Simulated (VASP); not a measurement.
**A VASP study of InP (r2SCAN): structure first, properties next**

Aim: relax InP with r2SCAN, compute its properties on that cell and hold them against experiment. The steps: relaxing cell and atoms (r2SCAN), second relaxation, density, ELF and potential (r2SCAN), band structure (r2SCAN), total and projected DOS (r2SCAN), elastic constants (r2SCAN), electric field gradients (r2SCAN) and dielectric tensor and Born charges (r2SCAN). The start is a cell from a database of measured crystal structures.

Calculated with VASP 6.6.1; r2SCAN; plane waves and PAW (In_d, P).

The experiments to compare with:

“Universal growth of ultra-thin III–V semiconductor single crystals” (2020, pmc:7414113) reports for InP, zinc blende, by Raman, 532 nm excitation (bulk InP reference crystal): Raman mode (TO, bulk) 306 cm⁻¹ [bulk reference spectrum shown in the supplement; assignment to TO implied by order].

This is a report of a sequence of runs, with most program output left out.

The database entry behind the starting cell differs from later determinations by our own check (0.1 to 0.3 % short, probably kX units), so it need not match the best structure at ambient conditions.

## (1) The starting structure

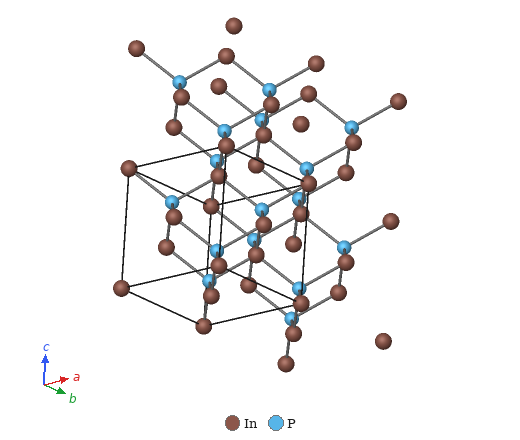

The starting structure, seen from a free direction (indium brown, phosphorus blue). 1×2×2 cells are drawn. This picture shows the conventional cell, with its axes. Bonds to atoms that aren't drawn are left out. Some periodic images of atoms are drawn too.

As a file:

```cif
data_structure
_symmetry_space_group_name_H-M 'P 1'
_symmetry_Int_Tables_number 1
_cell_length_a 4.1444
_cell_length_b 4.1444
_cell_length_c 4.1444
_cell_angle_alpha 60.000
_cell_angle_beta 60.000
_cell_angle_gamma 60.000
_cell_volume 50.33
loop_
_atom_site_label
_atom_site_type_symbol
_atom_site_fract_x
_atom_site_fract_y
_atom_site_fract_z
_atom_site_occupancy
In1 In 0.00000 0.00000 0.00000 1
P2 P 0.25000 0.25000 0.25000 1
```

## (2) Relaxing cell and atoms (r2SCAN)

The start need not lie at this functional's minimum. ISIF = 3 frees volume, shape and positions, and EDIFFG sets the threshold on forces and stress at which the search stops. r2SCAN adds the kinetic-energy density, costs more than a GGA and is run with LASPH.

INCAR reads:

```
SYSTEM = InP
PREC = Accurate
ENCUT = 400
EDIFF = 1E-06
NELM = 100
ISMEAR = 0
SIGMA = 0.05
LREAL = .FALSE.
ALGO = Normal
METAGGA = R2SCAN
LASPH = .TRUE.
NBANDS = 15
LORBIT = 11
LWAVE = .FALSE.
LCHARG = .FALSE.
KPAR = 2
IBRION = 2
NSW = 60
ISIF = 3
EDIFFG = -0.01
```

POSCAR reads:

```
InP
1.0
    0.0000000000      2.9305000000      2.9305000000
    2.9305000000      0.0000000000      2.9305000000
    2.9305000000      2.9305000000      0.0000000000
In P
1 1
Direct
    0.0000000000      0.0000000000      0.0000000000
    0.2500000000      0.2500000000      0.2500000000
```

KPOINTS reads:

```
Automatic mesh
0
Gamma
6 6 6
0 0 0
```

Potentials, in the order of the species: In_d and P (PBE family, release 64).

Command:

```console
mpirun -np 2 vasp_std
```

Run time: 90 s. Hardware: 2 MPI ranks of AMD EPYC 7R43, shared host; peak memory 0.25 GiB; 3 min of CPU time.

The gap is read on the k-mesh alone, so it is an upper bound where the band edges lie off the mesh. The PAW data sets were made with PBE, which is usual practice but a small mismatch for other functionals. The run keeps the 24 symmetry operations of its start, so it cannot find a distortion of lower symmetry.

Step by step:

```tsv
step	energy less that of the first step (eV)	largest force (eV/Å)	pressure (GPa)	volume (Å³)
1	0.0000	0.0000	1.61	50.33
2	-0.0029	0.0000	-0.99	52.20
3	-0.0053	0.0000	0.02	51.42
```

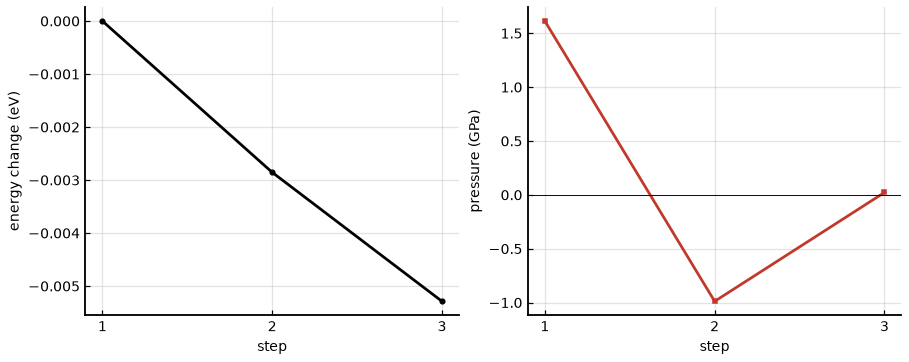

Energy and pressure along the relaxation.

```tsv
conventional cell, symmetrised	before	after	change
a (Å)	5.861	5.903	+0.7 %
b (Å)	5.861	5.903	+0.7 %
c (Å)	5.861	5.903	+0.7 %
volume (Å³/atom)	25.17	25.71	+2.2 %
```

The relaxed structure:

```xyz
2
Lattice="0.0000 2.9515 2.9515 2.9515 0.0000 2.9515 2.9515 2.9515 0.0000" Properties=species:S:1:pos:R:3 pbc="T T T"
In    0.0000    0.0000    0.0000
P     1.4757    1.4757    1.4757
```

Numbers from this step:

```
electrons                       : 18
bands                           : 15
irreducible k-points            : 16
symmetry operations             : 24
free energy (TOTEN)             : -32.29 eV
Fermi energy                    : 5.039 eV
pressure                        : 0.02243 GPa
metallic                        : no
valence top at k                : 0, 0, 0
conduction bottom at k          : 0, 0, 0
least direct gap at k           : 0, 0, 0
SCF cycles over all ionic steps : 33
gap on the k-mesh               : 1.042 eV
least direct gap on the k-mesh  : 1.042 eV
```

It ends with forces that vanish by symmetry and a pressure of 0.02 GPa. The volume lies +2.2 % from that of the database's start.

## (3) Second relaxation

A relaxation keeps the plane waves of the cell it began with, so it is repeated from the new cell, on a basis made for it.

INCAR is that of step 2.

POSCAR reads:

```
InP
1.0
    0.0000000000      2.9514900876      2.9514900876
    2.9514900876      0.0000000000      2.9514900876
    2.9514900876      2.9514900876      0.0000000000
In P
1 1
Direct
    0.0000000000      0.0000000000      0.0000000000
    0.2500000000      0.2500000000      0.2500000000
```

KPOINTS is that of step 2.

Command:

```console
mpirun -np 2 vasp_std
```

The job ended after 63 s (2 MPI ranks; peak memory 0.25 GiB; 2.1 min of CPU time).

Little changed from the start: no atom moved by 0.005 Å and no cell edge by 0.1 %.

This step gave:

| Property | Result |
| --- | --- |
| Fermi energy | 5.034 eV |
| pressure | 0.02117 GPa |
| SCF cycles over all ionic steps | 24 |
| gap on the k-mesh | 1.038 eV |
| least direct gap on the k-mesh | 1.038 eV |

It ends with forces that vanish by symmetry and a pressure of 0.02 GPa. The volume moved by only 0.05 %, so the volume is settled.

## (4) Density, ELF and potential (r2SCAN)

The relaxed cell gets a fresh self-consistent run, on a basis set for its own volume, to fix the density and to check the remaining stress.

Changes to INCAR since step 3:

```diff
@@ -14,7 +14,5 @@
 LWAVE = .FALSE.
-LCHARG = .FALSE.
-KPAR = 2
-IBRION = 2
-NSW = 60
-ISIF = 3
-EDIFFG = -0.01
+LCHARG = .TRUE.
+ISIF = 2
+LELF = .TRUE.
+LVHAR = .TRUE.
```

POSCAR reads:

```
InP
1.0
    0.0000000000      2.9519336836      2.9519336836
    2.9519336836      0.0000000000      2.9519336836
    2.9519336836      2.9519336836      0.0000000000
In P
1 1
Direct
    0.0000000000      0.0000000000      0.0000000000
    0.2500000000      0.2500000000      0.2500000000
```

KPOINTS is that of step 3.

Command:

```console
mpirun -np 2 vasp_std
```

Wall time 31 s (2 MPI ranks); peak memory 0.2 GiB.

Numbers from this step:

- SCF cycles: 13
- bands: 16
- Fermi energy: 5.044 eV
- pressure: 0.03819 GPa
- gap on the k-mesh: 1.039 eV
- least direct gap on the k-mesh: 1.039 eV

Valence electrons inside each PAW sphere by angular momentum. Sphere charges, by row:

```tsv
atom	s (e)	p (e)	d (e)	tot (e)
In1	0.814	0.782	9.9	11.5
P2	1.017	1.507	0	2.524
```

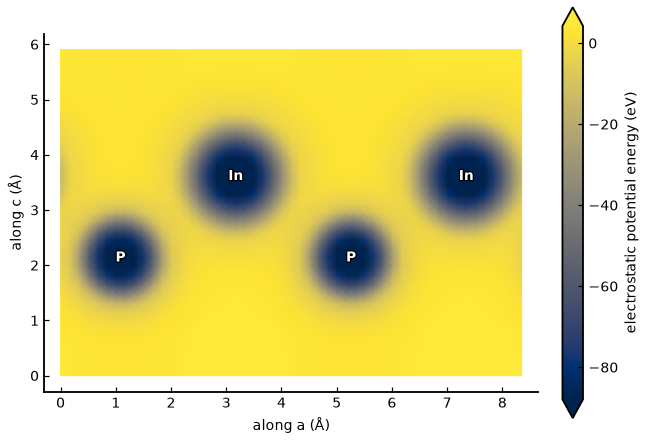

Electrostatic potential energy in the ac plane of a cell with a along [110], b along [-110] and c along [001] of the cube at fractional y = 0.000, with atoms of In and P within 0.2 Å of it. With pseudopotentials it is smooth inside the atoms' cores, unlike the true potential. The map starts off the cell's origin, so that atoms lie inside it.

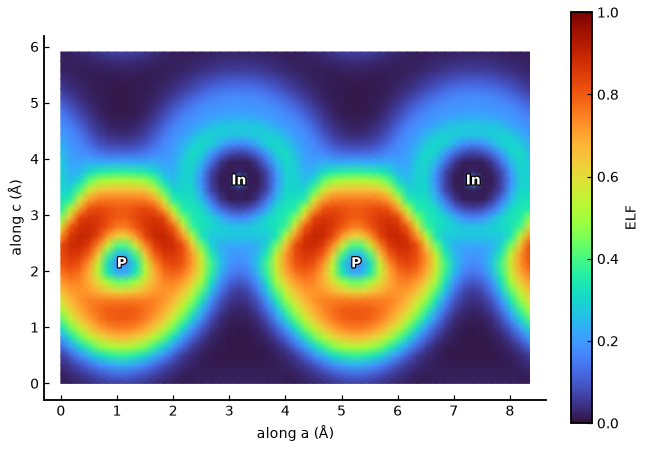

ELF in the ac plane of a cell with a along [110], b along [-110] and c along [001] of the cube at fractional y = 0.000, with atoms of In and P within 0.2 Å of it. It is the smooth field of the valence electrons, not physical close to the nuclei. The map starts off the cell's origin, so that atoms lie inside it.

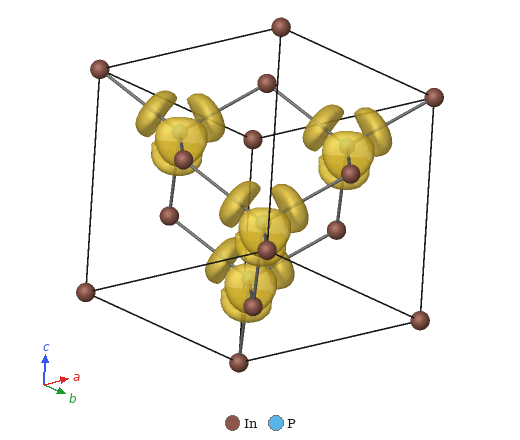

Surface of ELF = 0.81. Bonds to atoms that aren't drawn are left out.

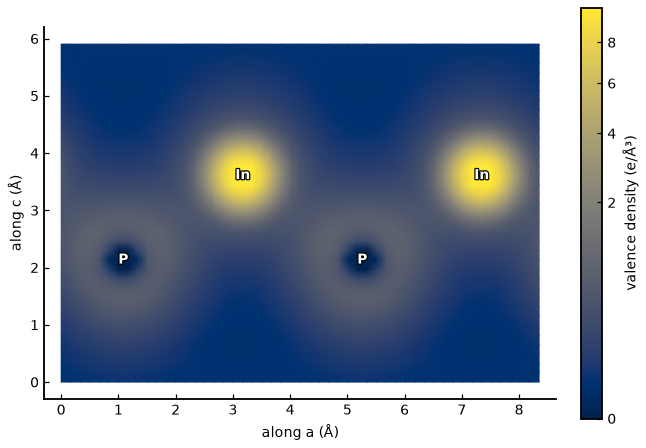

Valence density in the ac plane of a cell with a along [110], b along [-110] and c along [001] of the cube at fractional y = 0.000, with atoms of In and P within 0.2 Å of it. It is the smooth field of the valence electrons, not physical close to the nuclei. The map starts off the cell's origin, so that atoms lie inside it. The colour scale is stretched toward low values.

In this run the pressure is 0.04 GPa, small enough to go on.

## (5) Band structure (r2SCAN)

Levels along the symmetry lines show where the bands peak and cross; KPOINTS_OPT computes them in the converged potential.

INCAR reads:

```
SYSTEM = InP
PREC = Accurate
ENCUT = 400
EDIFF = 1E-06
NELM = 100
ISMEAR = 0
SIGMA = 0.05
LREAL = .FALSE.
ALGO = Normal
METAGGA = R2SCAN
LASPH = .TRUE.
NBANDS = 21
LORBIT = 11
LWAVE = .FALSE.
LCHARG = .FALSE.
KPAR = 2
```

POSCAR is that of step 4.

KPOINTS is that of step 4.

KPOINTS_OPT reads:

```
Line mode
16
Line-mode
Reciprocal
  0.00000000   0.00000000   0.00000000 GAMMA
  0.50000000   0.00000000   0.50000000 X

  0.50000000   0.00000000   0.50000000 X
  0.50000000   0.25000000   0.75000000 W

  0.50000000   0.25000000   0.75000000 W
  0.37500000   0.37500000   0.75000000 K

  0.37500000   0.37500000   0.75000000 K
  0.00000000   0.00000000   0.00000000 GAMMA

  0.00000000   0.00000000   0.00000000 GAMMA
  0.50000000   0.50000000   0.50000000 L

  0.50000000   0.50000000   0.50000000 L
  0.62500000   0.25000000   0.62500000 U

  0.62500000   0.25000000   0.62500000 U
  0.50000000   0.25000000   0.75000000 W

  0.50000000   0.25000000   0.75000000 W
  0.50000000   0.50000000   0.50000000 L

  0.50000000   0.50000000   0.50000000 L
  0.37500000   0.37500000   0.75000000 K

  0.62500000   0.25000000   0.62500000 U
  0.50000000   0.00000000   0.50000000 X
```

Command:

```console
mpirun -np 2 vasp_std
```

It took 3.8 min on 2 MPI ranks; peak memory 0.26 GiB; 7.5 min of CPU time.

Spin-orbit coupling is off here; with elements this heavy it splits and shifts levels by tenths of an eV or more.

Numbers from this step:

```yaml
bands: 21
fermi_energy: 5.000 eV
pressure: 0.03849 GPa
least_gap_on_mesh_and_path: 1.039 eV
least_direct_gap_on_mesh_and_path: 1.039 eV
```

Electronic bands along the path, in eV, zero at the valence-band top; v1 is the highest filled band, c1 the lowest empty one:

```tsv
point	v3	v2	v1	c1	c2	c3	c4
Γ	0.00	0.00	0.00	1.04	4.44	4.44	4.44
X	-5.78	-2.34	-2.34	2.04	2.54	9.74	10.16
W	-5.62	-2.97	-2.91	4.57	4.71	5.98	6.58
K	-5.63	-3.31	-1.95	2.65	4.71	7.96	7.97
Γ	0.00	0.00	0.00	1.04	4.44	4.44	4.44
L	-5.76	-0.98	-0.98	1.80	5.15	5.15	7.50
U	-5.63	-3.31	-1.95	2.65	4.71	7.96	7.97
W	-5.62	-2.97	-2.91	4.57	4.71	5.98	6.58
L	-5.76	-0.98	-0.98	1.80	5.15	5.15	7.50
K	-5.63	-3.31	-1.95	2.65	4.71	7.96	7.97
jump to U	-5.63	-3.31	-1.95	2.65	4.71	7.96	7.97
X	-5.78	-2.34	-2.34	2.04	2.54	9.74	10.16
```

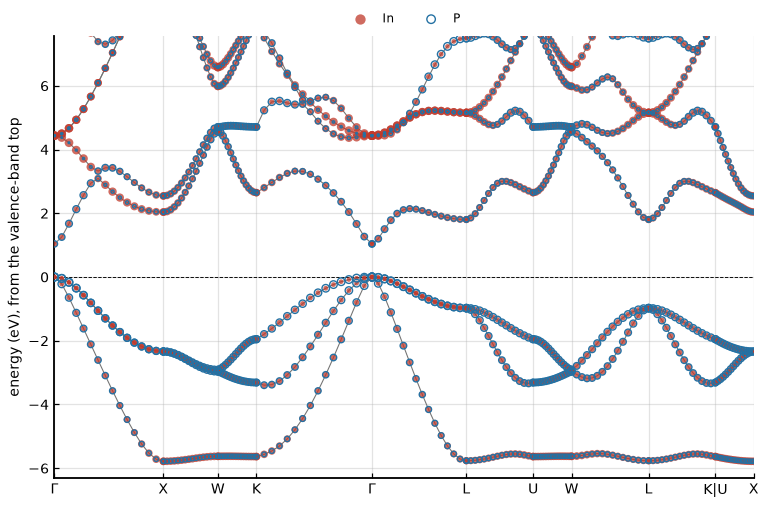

Electronic bands along the path; dots are coloured as in the legend, and their area grows with the weight.

The path finds the gap of the mesh within 0.02 eV, so the mesh comes close to both band edges.

## (6) Total and projected DOS (r2SCAN)

A density of states needs more k-points than a total energy; ISMEAR = -5 takes tetrahedra, and LORBIT projects the states on the PAW spheres. The mesh is finer than in the run before.

Changes to INCAR since step 5:

```diff
@@ -5,3 +5,3 @@
 NELM = 100
-ISMEAR = 0
+ISMEAR = -5
 SIGMA = 0.05
@@ -16 +16,2 @@
 KPAR = 2
+NEDOS = 2001
```

POSCAR is that of step 5.

KPOINTS reads:

```
Automatic mesh
0
Gamma
8 8 8
0 0 0
```

Command:

```console
mpirun -np 2 vasp_std
```

Wall time 70 s (2 MPI ranks); peak memory 0.26 GiB.

Numbers from this step:

| Property | Result |
| --- | --- |
| irreducible k-points | 29 |
| free energy (TOTEN) | -32.30 eV |
| Fermi energy | 4.788 eV |
| pressure | 0.03707 GPa |
| gap on the k-mesh | 1.041 eV |
| least direct gap on the k-mesh | 1.041 eV |

The density of states has structure finer than the step of the table below, so its rows give means over 2 eV, whole bins alone (the curve runs from -12.0 to 8.97 eV). Peaks (eV: height): total -5.5: 3.79, -2.2: 2.01, 2.9: 2.09, 4.7: 2.54; P p -5.5: 0.557, -3.1: 0.388, -2.2: 0.550, 4.7: 0.329; In p -3.1: 0.257, -2.2: 0.330, 4.8: 0.336, 5.7: 0.395; In s -5.5: 1.35, 2.9: 0.336; P s -9.6: 0.939, 2.9: 0.134.

States under -12.0 eV and over 9.0 eV are left out. Density of states against energy, zero at the valence-band top; means over each step; values in states/eV/cell:

```tsv
energy (eV)	total	P p	In p	In s	P s	In d
-10	0.891	0.00310	0.0372	0.0627	0.383	0.0572
-8	0	0	0	0	0	0
-6	0.601	0.0888	0.0198	0.209	0.0182	0.00497
-4	0.479	0.0889	0.0427	0.0844	0.0265	0.0101
-2	1.64	0.465	0.254	0.0297	0.0125	0.0393
0	0.278	0.0984	0.0338	0.00145	6.9e-4	0.0127
2	0.494	0.0484	0.0411	0.0809	0.0410	0.0137
4	1.43	0.170	0.162	0.139	0.0454	0.0500
6	1.29	0.130	0.257	0.0180	0.0182	0.0477
```

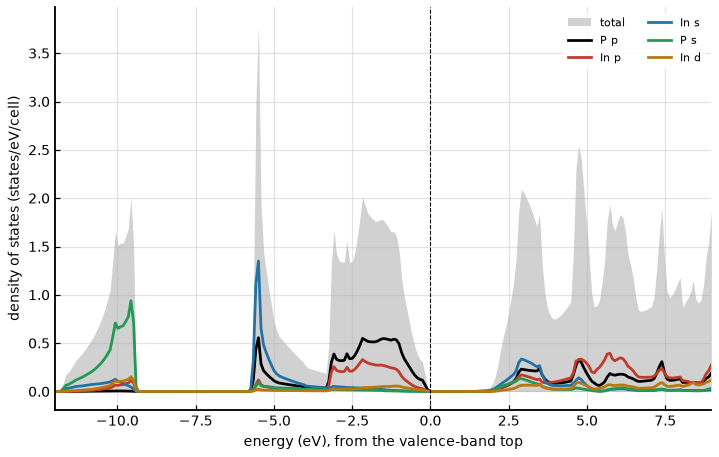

Density of states against energy.

The gap on this mesh is 1.04 eV. In the top eV of the valence band the largest shares in the PAW spheres are P p 36 % and In p 12 %; in the lowest eV of the conduction band, In s 24 %, P s 19 % and P p 10 %. The rest lies in smaller channels or between the spheres.

## (7) Elastic constants (r2SCAN)

IBRION = 6 with ISIF = 3 strains the cell both ways at fixed fractional positions, and adds the ions' share afterwards from the force constants. Stress converges slowly with the basis, so the cutoff is raised.

INCAR reads:

```
SYSTEM = InP
PREC = Accurate
ENCUT = 500
EDIFF = 1E-07
NELM = 100
ISMEAR = 0
SIGMA = 0.05
LREAL = .FALSE.
ALGO = Normal
METAGGA = R2SCAN
LASPH = .TRUE.
NBANDS = 15
LORBIT = 11
LWAVE = .FALSE.
LCHARG = .FALSE.
KPAR = 2
IBRION = 6
NFREE = 2
POTIM = 0.015
ISIF = 3
NSW = 1
```

POSCAR is that of step 6.

KPOINTS reads:

```
Automatic mesh
0
Gamma
6 6 6
0 0 0
```

Command:

```console
mpirun -np 2 vasp_std
```

Wall time 21 min (2 MPI ranks); peak memory 0.4 GiB; 42 min of CPU time.

The last energy, forces, stress and levels in OUTCAR belong to the last displaced cell, not to the cell of POSCAR.

Numbers from this step:

| Quantity | Value |
| --- | --- |
| bands | 15 |
| irreducible k-points | 16 |
| pressure of the cell | -0.007532 GPa |
| largest force of the cell | 0 eV/Å |
| mechanically stable | yes |
| bulk modulus (Voigt) | 68.54 GPa |
| shear modulus (Voigt) | 36.73 GPa |
| bulk modulus (Hill) | 68.54 GPa |
| shear modulus (Hill) | 34.60 GPa |
| Young's modulus | 88.85 GPa |
| Poisson's ratio | 0.2840 |

[end of part 1 of 2]

[Lines on the potential files, build, host, timing and source positions are cut from VASP's logs without a mark.]

[Logs are printed without paths, hosts, clocks, repeated set-up lines and the standing remarks that a program may print on its own settings, such as how far it seeks lower states.]

[Hosts, paths, dates, database ids (printed as entryN), source tags and the programs' standing remarks are cut or masked in the printed files.]

[A measured line is paired with the nearest computed mode of its activity, which favours agreement.]
